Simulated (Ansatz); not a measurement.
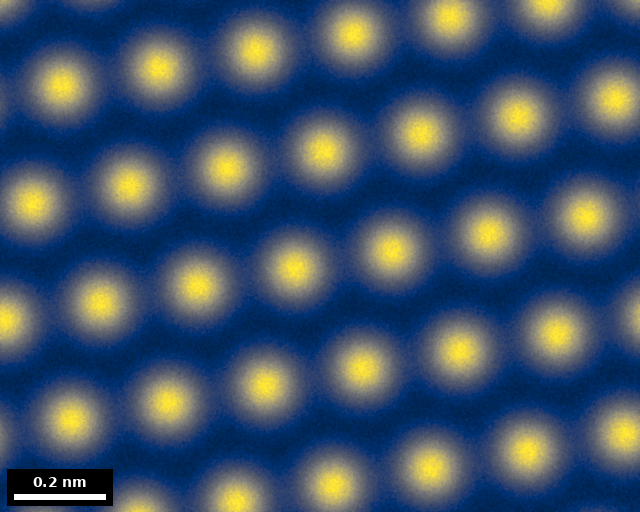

Integrated-DPC-like image of Sr (Im-3m, No. 229). Simulated as the projected potential of neutral atoms (B = 0.5 Å²) blurred by a 0.88 Å probe, the thin-sample limit of integrated differential phase contrast. Shot noise was added. Structure: a calculation's starting geometry; the starting structure was generated, so it need not be a known form of this composition.

```
Sr
1.0
     4.82570    0.00000    0.00000
     0.00000    4.82570    0.00000
     0.00000    0.00000    4.82570
Sr
2
Direct
  0.00000 0.00000 0.00000
  0.50000 0.50000 0.50000
```

Q: Which beam direction gives this image, [221], [211], [210] or [001]? (Directions equivalent by symmetry count as one.)

A: [210]. The projected cells are 1.14 × 3.41 Å, 90° for [221]; 1.39 × 3.41 Å, 90° for [211]; 2.16 × 2.64 Å, 114° for [210]; 3.41 × 3.41 Å, 90° for [001], and the image repeats as the [210] one does.
